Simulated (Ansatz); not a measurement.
# C: what the fields show

The calculation's input:

```
crystal:
  lattice:
    - [1.2456453758, 0.719173693, 10.2538776052]
    - [-1.2456453758, 0.719173693, 10.2538776052]
    - [0.0, -1.4383473861, 10.2538776052]
  atoms:
    - { symbol: C, position: [0.0155985211, 0.0340385839, 0.0248185525] }
    - { symbol: C, position: [0.9659614161, 0.9844014789, 0.9751814475] }
    - { symbol: C, position: [0.1132431815, 0.1041481181, 0.1086956498] }
    - { symbol: C, position: [0.8958518819, 0.8867568185, 0.8913043502] }
    - { symbol: C, position: [0.168400622, 0.1483307044, 0.1583656632] }
    - { symbol: C, position: [0.8516692956, 0.831599378, 0.8416343368] }
    - { symbol: C, position: [0.3667970833, 0.3829320705, 0.3748645769] }
    - { symbol: C, position: [0.6170679295, 0.6332029167, 0.6251354231] }
    - { symbol: C, position: [0.4280269033, 0.4226168345, 0.4253218689] }
    - { symbol: C, position: [0.5773831655, 0.5719730967, 0.5746781311] }
basis:
  ecutwfc: 420
kpoints:
  mp_grid: { grid: [12, 12, 12] }
hamiltonian:
  xc: lda
scf:
  occupations: { method: gaussian, width: 0.05 }
output:
  forces: true
  stress: true
  eigenvalues: true
  write_density: true
  write_potential: true
  elf: true
  volumetric_format: npy
```

Launched as:

```sh
ansatz run input.yaml --threads 2 --pin off --max-ram 5120MiB --backend cpu --events-out ev --progress --plain --runs-dir out
```

Below, planes, directions and counts refer to the conventional cell (a = 4.32 Å, b = 2.49 Å, c = 10.35 Å, α = 90.00°, β = 97.98°, γ = 90.00°).

Space group C2.

These are results of DFT LDA, scalar-relativistic, plane waves, PAW (Ansatz 0.2.0), not measurements.

In a PAW calculation such maps are meaningful between the atoms, not at the nuclei.

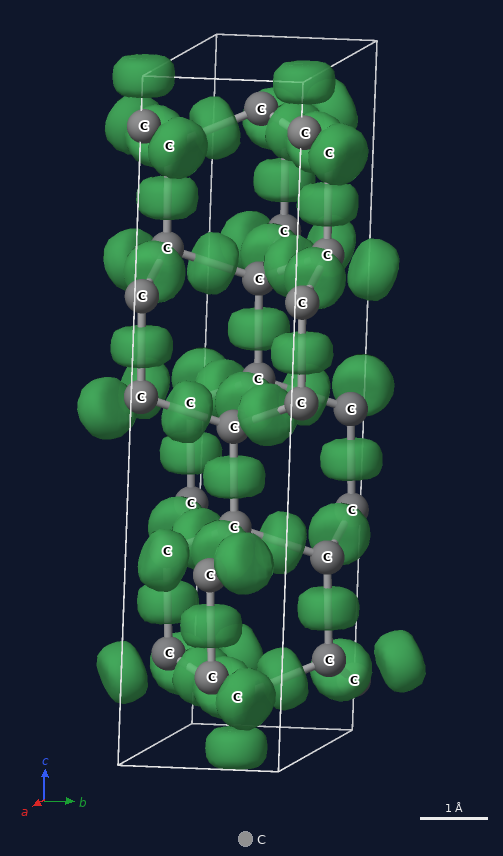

Figure 1. Isosurface of the electron localisation function at 0.75 (green), seen slightly off an axis. Only the valence region is drawn (cores and ρ < 0.01 e/Å³ removed). Sticks mark near contacts.

> What do the ELF domains correspond to?

The surface consists of 40 regions between bonded C–C atoms (shared pairs), counted in one cell of 20 atoms. Any copies at cell faces, edges or corners count once. Profiles from the grid: C–C (1.52 Å): the ELF peaks at about 0.95 between the atoms, as expected for localised, covalent bonding.

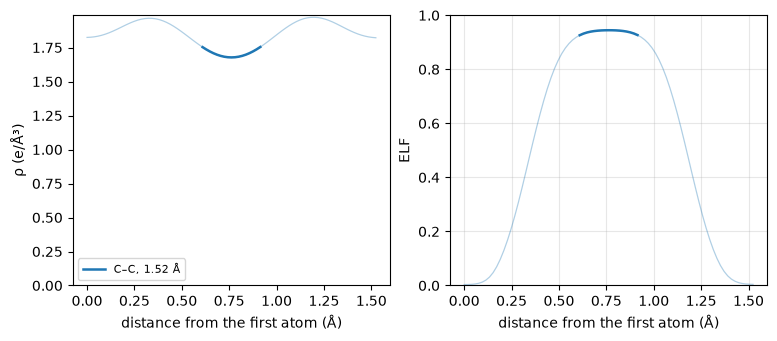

Figure 2. Valence pseudo-density and electron localisation function along straight lines between neighbouring atoms. Thin, pale parts lie inside the atomic spheres.

> What kind of bonding do the profiles show?

C–C (1.52 Å): ρ is about 1.7 e/Å³ halfway; the ELF peaks at about 0.95 between the atoms: a covalent bond.

> Metal or insulator at this level of theory?

It is gapped, with a Kohn–Sham gap of 4.5 eV on the k-point mesh (the band edges may lie off the mesh, which would make the gap smaller).
